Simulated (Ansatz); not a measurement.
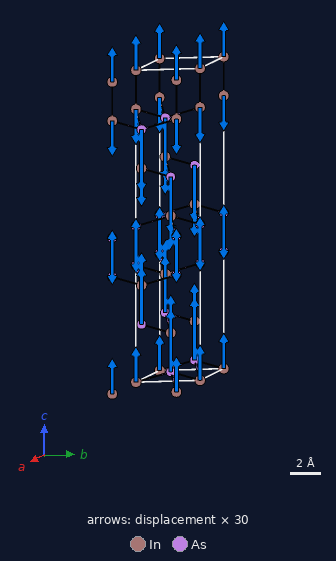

This is a relaxation of an interface cell of composition InAs. The starting structure is drawn; blue arrows show the displacements (the part carried along by the change of the cell is left out), magnified 30 times.

Style: ball-and-stick. Shown: the cell of the calculation, repeated 2 × 1 × 1 with one cell outlined, slightly off an axis.

Case: antiphase boundary on (1 1 1), species swapped.

All numbers below come from DFT PBE, scalar-relativistic, plane waves, PAW in Ansatz 0.2.0. Settings: plane-wave cutoff 420 eV; k-point mesh 12 × 12 × 2; occupations gaussian; smearing width 0.1 eV; no spin polarisation; cell relaxed at fixed a, b, alpha, beta, gamma; force threshold 0.02 eV/Å; at most 45 steps.

Q: Atoms of which element are displaced furthest, and by how much?

A: Arsenic: up to 0.15 Å, against 0.09 Å for indium.

Q: What happened in the run?

A: The largest moves relative to the cell, 0.15 Å, are those of As atoms. By element the largest moves are As 0.15 Å, In 0.09 Å. The volume changes by +0.5 %, with a = b unchanged at 4.374 Å, c 21.430 → 21.543 Å (+0.5 %). Among the contacts that change: As–As 2.679 → 2.475 Å, In–In 2.679 → 2.859 Å, As–In 2.679 → 2.636 Å, As–In 2.679 → 2.696 Å. The energy falls by 0.237 eV per cell of the calculation in 4 accepted moves (5 points after the start). The largest force component goes from 0.91 to 0.0053 eV/Å. The pressure goes from 0.61 to 0.35 GPa. At 1 point the geometry stayed and the basis and grid were re-selected for the new cell (energy shift of 0.4 meV per cell of the calculation at most each time).
